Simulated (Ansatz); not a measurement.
# Single-point calculation, with input and output: GaN (part 1 of 2)

GaN (slab, 24 atoms in the cell), computed with DFT PBE, scalar-relativistic, plane waves, PAW, no spin polarisation (Ansatz 0.2.0).

The structure derives from an entry of the Crystallography Open Database. It belongs to a series of runs on one base structure; here: the substrate alone at its places in the stack. Figures and captions count atoms from 1; the log counts them from 0 in places.

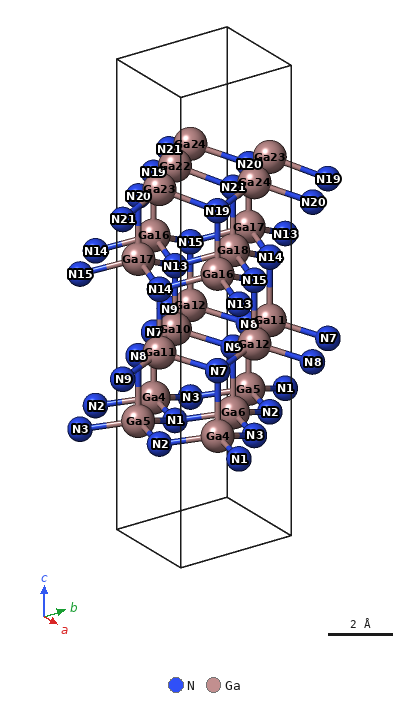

The structure as given in the input (ball-and-stick view of the cell of the calculation, with the vacuum cut short, seen slightly off an axis; bonded neighbours outside the cell are drawn too; atoms are numbered from 1 in the order of the input). Near neighbours in the crystal (not all of them lie inside the picture): N has 3 Ga at 1.89 Å; Ga has 4 N at 1.89 to 2.12 Å; N has 4 Ga at 1.93 to 2.12 Å; Ga has 3 N at 1.95 to 1.96 Å.

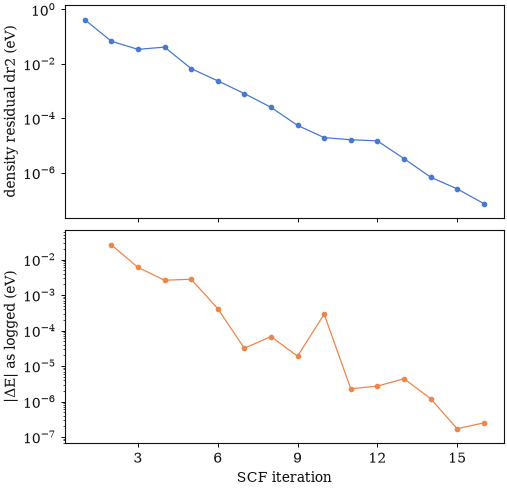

Convergence of the self-consistent field: density residual dr2 and size of the energy change against the SCF iteration. The residual falls almost steadily, with no more than small rises.

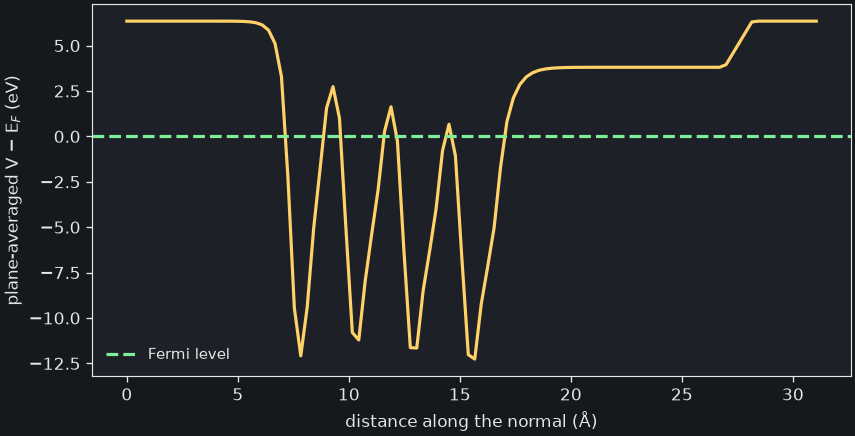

Plane average of the electrostatic potential energy of an electron across the cell, from the Fermi level. The vacuum level lies 3.81 eV above the Fermi level on the upper side and 6.35 eV on the lower.

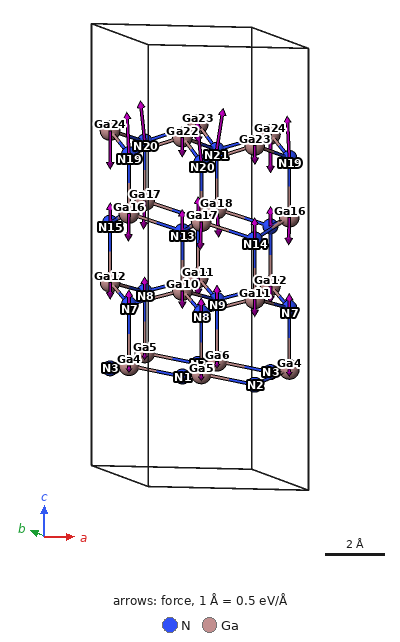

Forces on the atoms as pink arrows (ball-and-stick view of the cell of the calculation, with the vacuum cut short, seen slightly off an axis; atoms are numbered from 1 in the order of the input); the smallest are left out. The largest act on N20, N21 (0.74 eV/Å); N19 (0.73 eV/Å); Ga24 (0.68 eV/Å); Ga16, Ga17, Ga18 (0.50 eV/Å), among others. The geometry is not a stationary point of this energy.

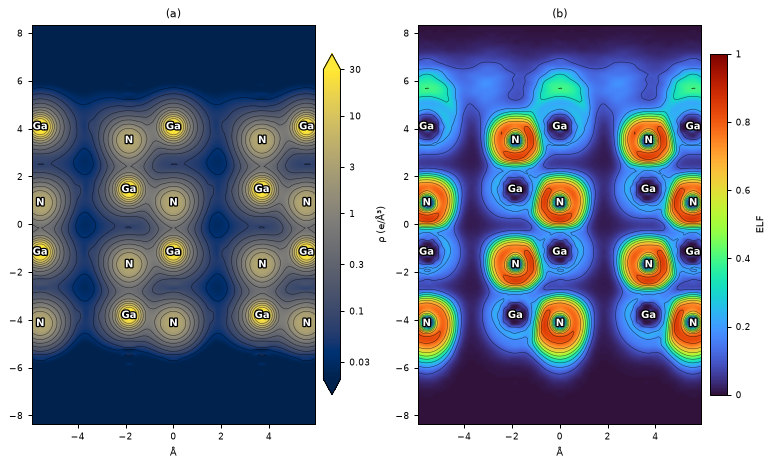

(a) valence pseudo-density; (b) electron localisation function on the (100) plane of the calculation cell, a cut from vacuum to vacuum. Ga–N (1.89 Å): ρ at the midpoint is about 0.86 e/Å³; the ELF is about 0.50 at the midpoint. Ga–N (1.93 Å): ρ at the midpoint is about 0.79 e/Å³; the ELF is about 0.50 at the midpoint. Ga–N (2.06 Å): ρ at the midpoint is about 0.56 e/Å³; the ELF is about 0.40 at the midpoint. Ga–N (2.12 Å): ρ is about 0.49 e/Å³ halfway; the ELF is about 0.40 at the midpoint (a polar contact without a shared pair, in a metal). The density dies away to nearly zero in the vacuum. The strong features right at Ga lie inside the PAW spheres (semicore, d or f shells) and say nothing about bonding. In a PAW calculation such maps are meaningful between the atoms, not at the nuclei.

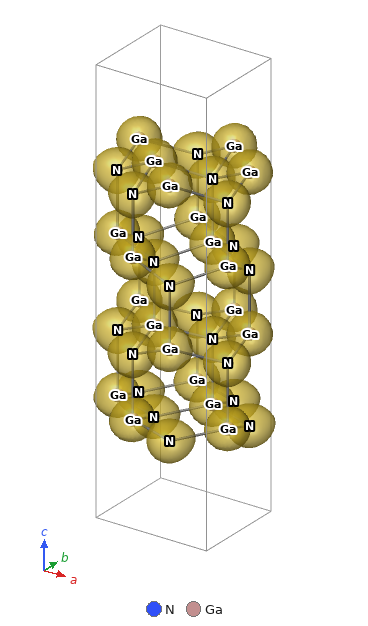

Isosurface of the valence pseudo-density at 1 e/Å³ (yellow), seen slightly off an axis. Sticks mark near contacts. At this value the density breaks into separate islands; it holds about 70 % of the electrons treated as valence (semicore included). It is pinched off along the Ga–N (1.89 Å), Ga–N (1.93 Å), Ga–N (2.05 Å) and Ga–N (2.12 Å) contacts. On the grid the lowest density along these lines, outside the cores, is 0.81 e/Å³ (Ga–N, 1.89 Å), 0.76 e/Å³ (Ga–N, 1.93 Å), 0.57 e/Å³ (Ga–N, 2.05 Å) and 0.49 e/Å³ (Ga–N, 2.12 Å).

The input and output of the run follow.

The input:
```yaml
crystal:
  lattice:
    - [5.5744824363, 0.0, 0.0]
    - [-2.7872412181, 4.8276434027, 0.0]
    - [0.0, 0.0, 31.342774132]
  atoms:
    - { symbol: "N", position: [0.3320320462, 0.334593965, 0.2466910773] }
    - { symbol: "N", position: [0.6653689967, 0.0012626757, 0.2466918093] }
    - { symbol: "N", position: [-0.0012991256, 0.6679257565, 0.2465802719] }
    - { symbol: Ga, position: [-0.0013006334, 0.3346942864, 0.2572677456] }
    - { symbol: Ga, position: [0.3319316428, 0.0011594341, 0.2572664847] }
    - { symbol: Ga, position: [0.6654665991, 0.66792633, 0.2572652967] }
    - { symbol: "N", position: [-0.0013270217, 0.3348113123, 0.3249855954] }
    - { symbol: "N", position: [0.3318142211, 0.0010974554, 0.3249824836] }
    - { symbol: "N", position: [0.6655282897, 0.667951943, 0.3249794401] }
    - { symbol: Ga, position: [0.3320077516, 0.3346239182, 0.3416689409] }
    - { symbol: Ga, position: [0.6653344536, 0.0012838378, 0.3416685759] }
    - { symbol: Ga, position: [-0.0013322083, 0.6679582268, 0.3418180121] }
    - { symbol: "N", position: [0.3319590556, 0.3346645357, 0.4072071882] }
    - { symbol: "N", position: [0.6652895939, 0.001327066, 0.4072061364] }
    - { symbol: "N", position: [-0.0013766706, 0.6680012099, 0.4075538743] }
    - { symbol: Ga, position: [-0.0013891211, 0.333822323, 0.4254308266] }
    - { symbol: Ga, position: [0.3327982331, 0.0021759578, 0.4254185506] }
    - { symbol: Ga, position: [0.6644453405, 0.668008149, 0.4254041506] }
    - { symbol: "N", position: [-0.0014688177, 0.3335688163, 0.4907928364] }
    - { symbol: "N", position: [0.3330444187, 0.0025681138, 0.490735818] }
    - { symbol: "N", position: [0.6640872798, 0.668102198, 0.4906750366] }
    - { symbol: Ga, position: [0.3321104946, 0.3349541791, 0.5110630409] }
    - { symbol: Ga, position: [0.6650304117, 0.0011925843, 0.5111175306] }
    - { symbol: Ga, position: [-0.0015155605, 0.6681715162, 0.509188024] }
basis:
  ecutwfc: 420
kpoints:
  mp_grid: { grid: [9, 9, 1] }
hamiltonian:
  xc: pbe
scf:
  occupations: { method: gaussian, width: 0.1 }
output:
  forces: true
  stress: true
  eigenvalues: true
  write_density: true
  write_potential: true
  elf: true
  volumetric_format: npy
efield:
  axis: 3
  dipole_correction: true
  ramp_width: 0.04
```

Launched with:
```bash
ansatz run input.yaml --threads 8 --pin off --max-ram 20480MiB --backend cpu --events-out ev --progress --plain --runs-dir out
```

The program's output:
```
Engine: ansatz 0.2.0, x86_64-unknown-linux-gnu
Pseudopotentials: kind: paw
Pseudopotential: N, paw, valence charge 5, recommended cutoff 420 eV (normal), N.paw.azcp
Pseudopotential: Ga, paw, valence charge 13, recommended cutoff 420 eV (normal), Ga.paw.azcp
Functional definition: PBE
  parameter kappa = 0.804
  parameter beta = 0.06672455060314922
  exchange = pbe_x(kappa = kappa, mu = beta*pi^2/3)
  correlation = pbe_c(beta = beta)
Crystal: 24 atoms, lattice volume = 843.485 Å³
Basis set: ecut = 420 eV, 16593 PW (Γ), exchange–correlation on 80×80×432 points (8 copies of the dense FFT grid, shifted against one another)
Bands: 132, of which v1, the nominal top of the filled ones, is band 108 counted from 1 (107 counted from 0)
Symmetry: 1 space group operations
Space group: P1 (ITA 1), of the structure as read, at distance tolerance 9.4e-5 Å
k-points: 41 of 81 (time reversal used)
Non-local potential: N, projectors of the file, l = 0: 2, l = 1: 2, l = 2: 1
Non-local potential: Ga, projectors of the file, l = 0: 2, l = 1: 2, l = 2: 3, l = 3: 1
PAW form: soft (Blöchl's): semilocal exchange-correlation on the pseudo side does not see the compensation charge
PAW one-centre angular grid: N, 110 points (default); XC on 64 Gauss nodes
PAW one-centre angular grid: Ga, 590 points (default); XC on 64 Gauss nodes
Initial density: superposition of atomic densities (neutral atoms: chi_scale 0, normalization atom), corrected by the library's trained network
Initial wavefunctions: pseudopotential atomic-orbital guess
Functional: x = pbe(κ = 0.804, μ = 0.2195149727645171), c = pbe(β = 0.06672455060314922)
```
